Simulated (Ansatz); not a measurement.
## Nudged elastic band of Ti12H (part 2 of 2)

Continued. System: Ti12H (defect cell, 13 atoms in the cell). Method: DFT PBE, scalar-relativistic, plane waves, PAW, no spin polarisation (Ansatz 0.2.0); cutoff 420 eV, 4×3×5 k-mesh, Fermi–Dirac smearing of 0.15 eV. One setting was made poor on purpose. It belongs to a series of runs on one base structure; here: band between the two ends.

Geometry of the input (Å; fractional positions):
```
5.9000  0.0000  0.0000
-4.4250  7.6643  0.0000
0.0000  0.0000  4.6846
Ti 0.0012  0.0016  -0.0018
Ti 0.1659  0.2216  0.4962
Ti -0.0018  0.3318  0.0001
Ti 0.1641  0.5518  0.4999
Ti -0.0076  0.6639  0.0013
Ti 0.1637  0.8912  0.4978
Ti 0.5030  0.0042  -0.0009
Ti 0.6683  0.2237  0.4984
Ti 0.5008  0.3338  0.0023
Ti 0.6652  0.5537  0.5002
Ti 0.5034  0.6640  0.0011
Ti 0.6732  0.8912  0.4976
H  0.3331  0.7776  0.7483
```

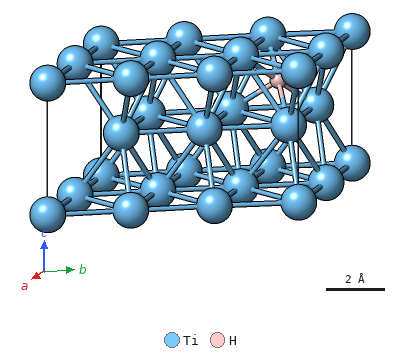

Figure 1. The structure as given in the input (ball-and-stick view of the cell of the calculation, seen slightly off an axis). An atom can appear more than once, as a periodic image.

Output, continued
```
  k-point 0: bands = ["-43.6171", "-43.5668", "-43.5367", "-43.5188", "-43.4896", "-43.4702", "-43.4564", "-43.4417", "-43.4359", "-43.4343", "-43.4212", "-43.4198", "-20.1792", "-20.0628", "-20.0100", "-20.0050", "-19.9914", "-19.9650", "-19.9516", "-19.9431", "-19.9317", "-19.8986", "-19.8911", "-19.8885", "-19.8807", "-19.8718", "-19.8302", "-19.8204", "-19.7808", "-19.7466", "-19.7172", "-19.7048", "-19.6932", "-19.6828", "-19.6622", "-19.6434", "-19.6389", "-19.6040", "-19.5971", "-19.5858", "-19.5784", "-19.5665", "-19.5528", "-19.5366", "-19.5227", "-19.4877", "-19.4765", "-19.4746", "6.2305", "8.1485", "9.5744", "9.9922", "10.6444", "10.8560", "10.8718", "10.9613", "11.2976", "11.3873", "11.4742", "11.5098", "11.5387", "11.5604", "11.5990", "11.7547", "11.7810", "12.0766", "12.2580", "12.3717", "12.5401", "12.6511", "13.3570", "13.5386", "13.5691", "13.7191", "13.7831", "13.8024", "13.8477", "13.8558", "13.9125", "13.9476", "13.9481", "13.9859", "14.0309", "14.0371", "14.0490", "14.0702", "14.2000", "14.2722", "14.3413", "14.4421"]
  k-point 1: bands = ["-43.6077", "-43.5629", "-43.5356", "-43.5152", "-43.4856", "-43.4671", "-43.4611", "-43.4447", "-43.4404", "-43.4369", "-43.4264", "-43.4252", "-20.1204", "-20.0991", "-20.0579", "-20.0394", "-20.0280", "-20.0229", "-19.9850", "-19.9623", "-19.9445", "-19.9165", "-19.8905", "-19.8349", "-19.8337", "-19.8150", "-19.8086", "-19.8024", "-19.7605", "-19.7280", "-19.7089", "-19.6925", "-19.6754", "-19.6678", "-19.6570", "-19.6419", "-19.6109", "-19.5986", "-19.5916", "-19.5793", "-19.5729", "-19.5665", "-19.5637", "-19.5490", "-19.5464", "-19.5356", "-19.4837", "-19.4827", "6.4298", "8.2732", "9.7356", "10.0037", "10.5026", "10.6417", "10.8390", "10.9203", "11.2165", "11.3613", "11.4224", "11.4933", "11.7939", "11.8214", "11.8522", "11.8689", "11.9279", "12.1874", "12.3189", "12.3579", "12.5289", "12.6672", "13.1075", "13.4194", "13.4321", "13.5730", "13.6895", "13.7341", "13.7525", "13.8412", "13.8467", "13.8579", "13.9385", "14.0157", "14.0678", "14.1313", "14.1516", "14.1869", "14.2336", "14.3014", "14.3353", "14.3423"]
  k-point 2: bands = ["-43.5888", "-43.5558", "-43.5338", "-43.5123", "-43.4812", "-43.4649", "-43.4556", "-43.4533", "-43.4482", "-43.4410", "-43.4386", "-43.4355", "-20.1282", "-20.0863", "-20.0652", "-20.0577", "-20.0413", "-20.0328", "-20.0253", "-20.0155", "-19.9800", "-19.9753", "-19.9465", "-19.8050", "-19.7743", "-19.7509", "-19.7342", "-19.7239", "-19.7169", "-19.7033", "-19.6827", "-19.6716", "-19.6655", "-19.6559", "-19.6375", "-19.6337", "-19.6288", "-19.6159", "-19.6095", "-19.5974", "-19.5904", "-19.5804", "-19.5771", "-19.5652", "-19.5509", "-19.5478", "-19.5011", "-19.5007", "6.7944", "8.6737", "9.6942", "10.1842", "10.3722", "10.6144", "10.8002", "10.8310", "10.8926", "10.9399", "11.1261", "11.2140", "12.1138", "12.2506", "12.2623", "12.2986", "12.3268", "12.4248", "12.6379", "12.6638", "12.7032", "12.7318", "12.8037", "13.1638", "13.2100", "13.3112", "13.4881", "13.5185", "13.5420", "13.6110", "13.7931", "13.8201", "13.8338", "13.9588", "13.9869", "14.0607", "14.1515", "14.5112", "14.5220", "14.5517", "14.5914", "14.6047"]
  k-point 30: bands = ["-43.5807", "-43.5735", "-43.5477", "-43.5099", "-43.4897", "-43.4735", "-43.4544", "-43.4443", "-43.4405", "-43.4376", "-43.4329", "-43.4244", "-20.0667", "-20.0477", "-20.0219", "-20.0130", "-19.9979", "-19.9926", "-19.9634", "-19.9522", "-19.9412", "-19.8951", "-19.8568", "-19.8287", "-19.7967", "-19.7909", "-19.7830", "-19.7754", "-19.7572", "-19.7514", "-19.7350", "-19.7258", "-19.6998", "-19.6979", "-19.6850", "-19.6546", "-19.6408", "-19.6369", "-19.6292", "-19.6198", "-19.5991", "-19.5909", "-19.5761", "-19.5566", "-19.5444", "-19.5322", "-19.5252", "-19.5132", "6.8576", "8.6310", "9.2005", "9.9560", "10.5576", "10.8522", "11.2587", "11.3203", "11.4628", "11.5215", "11.5339", "11.5929", "11.7502", "11.9264", "11.9907", "12.0380", "12.1449", "12.1973", "12.2428", "12.2754", "12.3149", "12.5089", "12.8138", "12.8407", "13.2834", "13.3597", "13.4375", "13.5024", "13.5462", "13.6322", "13.6811", "13.7696", "13.8404", "13.9307", "14.0099", "14.0815", "14.1283", "14.1518", "14.2004", "14.2695", "14.3260", "14.4188"]
this run last wrote the band of iteration 3 to [file]
--- NEB band (6 images, 3 band iterations, 102 SCF iterations) ---
  forward barrier  = 0.610706 eV
  backward barrier = 0.610793 eV
  lagrangian_above_aufbau_ev (what the smearing adds, to first order; not taken off the barriers): saddle image -0.532774 eV, end points -0.585044 and -0.585021 eV
  energies are F+E_penalty+E_count in eV, relative to image 0
  image     s (Å)  Δ vs image 0  max|band force component| (eV/Å)
      0    0.0000      0.000000                                 —
      1    0.4543      0.264954                          2.684e-2
  *   2    0.9087      0.610706                          1.692e-2
      3    1.3630      0.608531                          1.690e-2
      4    1.8173      0.260484                          2.655e-2
      5    2.2716     -0.000088                                 —
  highest-image geometry (image 2):
  cell:  # Å, volume = 211.8354 Å³
    - [5.9, 0.0, 0.0]
    - [-4.425, 7.664325, 0.0]
    - [0.0, 0.0, 4.6846]
  atoms:
    - { symbol: Ti, position: [0.0010094244431564589, 0.0018507986939422414, -0.0023914623602166733] }
    - { symbol: Ti, position: [0.16749360703164767, 0.22247063589534052, 0.49968136747556496] }
    - { symbol: Ti, position: [-0.0021189468479962947, 0.3319196742571303, 3.0294613010964623e-5] }
    - { symbol: Ti, position: [0.16121964628547422, 0.5479575579016595, 0.49688703294791764] }
    - { symbol: Ti, position: [-0.015923922582645744, 0.660905318788648, 0.0018887055785464769] }
    - { symbol: Ti, position: [0.16311773211723823, 0.8931303229448908, 0.4957874421380915] }
    - { symbol: Ti, position: [0.5068602186018366, 0.009504975095105036, 0.000934811024638944] }
    - { symbol: Ti, position: [0.6672037043183279, 0.22388373479310336, 0.500878160290554] }
    - { symbol: Ti, position: [0.5013605255267495, 0.33425391360056766, 0.002556029837760563] }
    - { symbol: Ti, position: [0.6638950523232534, 0.5521852515242065, 0.5015615427601333] }
    - { symbol: Ti, position: [0.5071414144632654, 0.661370540348089, 0.001823371000639771] }
    - { symbol: Ti, position: [0.676572003434866, 0.8934725166563434, 0.4958023533684897] }
    - { symbol: H, position: [0.33271377888482717, 0.7769725815009753, 0.5488256613248693] }
```

The last band as extended XYZ (Å, eV, eV/Å)
```
13
Lattice="5.9000 0.0000 0.0000 -4.4250 7.6643 0.0000 0.0000 0.0000 4.6846" Properties=species:S:1:pos:R:3:forces:R:3 image=0 energy=-30012.88900
Ti   -0.0001    0.0123   -0.0084    0.0043   0.0002   0.0050
Ti   -0.0022    1.6988    2.3244    0.0067   0.0016  -0.0156
Ti   -1.4788    2.5429    0.0006    0.0104   0.0116   0.0090
Ti   -1.4737    4.2293    2.3418    0.0037  -0.0150  -0.0133
Ti   -2.9826    5.0885    0.0062    0.0125  -0.0024   0.0115
Ti   -2.9779    6.8306    2.3322   -0.0146   0.0108  -0.0186
Ti    2.9489    0.0321   -0.0043   -0.0045  -0.0114   0.0026
Ti    2.9530    1.7144    2.3347   -0.0052  -0.0075  -0.0052
Ti    1.4776    2.5582    0.0108   -0.0119  -0.0030   0.0130
Ti    1.4746    4.2439    2.3430   -0.0032   0.0012   0.0036
Ti    0.0320    5.0892    0.0049   -0.0135  -0.0031   0.0106
Ti    0.0283    6.8308    2.3309    0.0146   0.0122  -0.0190
H    -1.4753    5.9595    3.5056    0.0007   0.0049   0.0164
13
Lattice="5.9000 0.0000 0.0000 -4.4250 7.6643 0.0000 0.0000 0.0000 4.6846" Properties=species:S:1:pos:R:3:forces:R:3 image=1 energy=-30012.62405
Ti   -0.0013    0.0125   -0.0179    0.0075  -0.0090  -0.0976
Ti    0.0021    1.7032    2.3459   -0.0026   0.0021  -0.0620
Ti   -1.4814    2.5432    0.0088    0.0079   0.0009  -0.0534
Ti   -1.4729    4.2122    2.3188    0.0002   0.0289  -0.1065
Ti   -3.0054    5.0734    0.0078    0.0413   0.0261  -0.0618
Ti   -2.9823    6.8398    2.3064    0.0118  -0.0214  -0.1232
Ti    2.9486    0.0542   -0.0033   -0.0057  -0.0528  -0.0874
Ti    2.9483    1.7162    2.3532    0.0039  -0.0056  -0.0517
Ti    1.4792    2.5614    0.0349   -0.0116  -0.0034   0.0013
Ti    1.4736    4.2344    2.3554   -0.0003   0.0137  -0.0545
Ti    0.0527    5.0771    0.0068   -0.0443   0.0234  -0.0645
Ti    0.0319    6.8416    2.3061   -0.0106  -0.0177  -0.1222
H    -1.4742    5.9600    3.0401    0.0026   0.0150   0.8834
13
Lattice="5.9000 0.0000 0.0000 -4.4250 7.6643 0.0000 0.0000 0.0000 4.6846" Properties=species:S:1:pos:R:3:forces:R:3 image=2 energy=-30012.27830
Ti   -0.0022    0.0142   -0.0112    0.0066  -0.0107  -0.0586
Ti    0.0038    1.7051    2.3408    0.0017   0.0102  -0.0352
Ti   -1.4812    2.5439    0.0001    0.0066   0.0005  -0.0289
Ti   -1.4735    4.1997    2.3277    0.0000  -0.0069  -0.0733
Ti   -3.0185    5.0654    0.0088    0.0024   0.0040  -0.0063
Ti   -2.9897    6.8452    2.3226   -0.0110  -0.0075  -0.0838
Ti    2.9484    0.0728    0.0044   -0.0046   0.0028  -0.0178
Ti    2.9458    1.7159    2.3464   -0.0008  -0.0003  -0.0190
Ti    1.4790    2.5618    0.0120   -0.0098   0.0087   0.0091
Ti    1.4736    4.2321    2.3496   -0.0001   0.0019  -0.0144
Ti    0.0656    5.0690    0.0085   -0.0036   0.0036  -0.0059
Ti    0.0382    6.8479    2.3226    0.0080  -0.0018  -0.0827
H    -1.4751    5.9550    2.5710    0.0045  -0.0044   0.4168
13
Lattice="5.9000 0.0000 0.0000 -4.4250 7.6643 0.0000 0.0000 0.0000 4.6846" Properties=species:S:1:pos:R:3:forces:R:3 image=3 energy=-30012.28047
Ti   -0.0026    0.0140    0.0083    0.0066  -0.0106   0.0595
Ti    0.0034    1.7050    2.3405    0.0017   0.0101   0.0362
Ti   -1.4816    2.5439   -0.0034    0.0065   0.0004   0.0296
Ti   -1.4738    4.1998    2.3540   -0.0003  -0.0069   0.0749
Ti   -3.0187    5.0654   -0.0118    0.0020   0.0038   0.0059
Ti   -2.9900    6.8452    2.3593   -0.0111  -0.0076   0.0856
Ti    2.9480    0.0727   -0.0074   -0.0045   0.0028   0.0179
Ti    2.9455    1.7159    2.3349   -0.0008  -0.0003   0.0196
Ti    1.4786    2.5617   -0.0154   -0.0097   0.0087  -0.0089
Ti    1.4732    4.2320    2.3319    0.0001   0.0021   0.0148
Ti    0.0651    5.0689   -0.0116   -0.0032   0.0037   0.0059
Ti    0.0377    6.8477    2.3592    0.0072  -0.0022   0.0843
H    -1.4756    5.9549    2.1055    0.0054  -0.0039  -0.4252
13
Lattice="5.9000 0.0000 0.0000 -4.4250 7.6643 0.0000 0.0000 0.0000 4.6846" Properties=species:S:1:pos:R:3:forces:R:3 image=4 energy=-30012.62852
Ti   -0.0025    0.0122    0.0147    0.0074  -0.0087   0.0968
Ti    0.0008    1.7028    2.3355   -0.0025   0.0021   0.0622
Ti   -1.4824    2.5429   -0.0120    0.0077   0.0008   0.0533
Ti   -1.4739    4.2121    2.3627    0.0000   0.0285   0.1062
Ti   -3.0057    5.0735   -0.0101    0.0408   0.0257   0.0616
Ti   -2.9836    6.8395    2.3752    0.0115  -0.0216   0.1226
Ti    2.9474    0.0537    0.0003   -0.0056  -0.0530   0.0875
Ti    2.9472    1.7160    2.3282    0.0038  -0.0058   0.0518
Ti    1.4781    2.5611   -0.0381   -0.0113  -0.0033  -0.0007
Ti    1.4725    4.2342    2.3263    0.0003   0.0140   0.0546
Ti    0.0516    5.0769   -0.0098   -0.0437   0.0237   0.0650
Ti    0.0305    6.8412    2.3751   -0.0108  -0.0177   0.1218
H    -1.4759    5.9596    1.6364    0.0024   0.0152  -0.8827
13
Lattice="5.9000 0.0000 0.0000 -4.4250 7.6643 0.0000 0.0000 0.0000 4.6846" Properties=species:S:1:pos:R:3:forces:R:3 image=5 energy=-30012.88909
Ti   -0.0021    0.0121    0.0047    0.0072   0.0002  -0.0004
Ti   -0.0040    1.6982    2.3565    0.0094   0.0032   0.0149
Ti   -1.4802    2.5423   -0.0044    0.0084   0.0110  -0.0075
Ti   -1.4756    4.2272    2.3401    0.0037  -0.0056   0.0099
Ti   -2.9811    5.0896   -0.0082   -0.0094  -0.0115  -0.0202
Ti   -2.9813    6.8308    2.3497   -0.0030   0.0090   0.0172
Ti    2.9471    0.0301    0.0016   -0.0045  -0.0031  -0.0054
Ti    2.9516    1.7138    2.3462   -0.0070  -0.0079   0.0066
Ti    1.4758    2.5575   -0.0145   -0.0088  -0.0009  -0.0141
Ti    1.4725    4.2438    2.3378   -0.0001   0.0009   0.0008
Ti    0.0285    5.0894   -0.0078   -0.0025  -0.0047  -0.0114
Ti    0.0300    6.8319    2.3520   -0.0078   0.0027   0.0095
H    -1.4820    5.9579    1.1711    0.0142   0.0068  -0.0001
```

Key numbers

- outcome: converged
- barrier, forward: 0.611 eV
- barrier, backward: 0.611 eV
- electrons treated: 145
- hardware: 4 threads of INTEL XEON PLATINUM @ 2.10GHz (Emerald Rapids), 24 GiB of memory available, shared host
- wall time: 2 min (CPU time 7.7 min)
- peak memory: 2.5 GiB

Remarks

A deliberately poor setting: no climbing. The order of the saddle point was not checked.
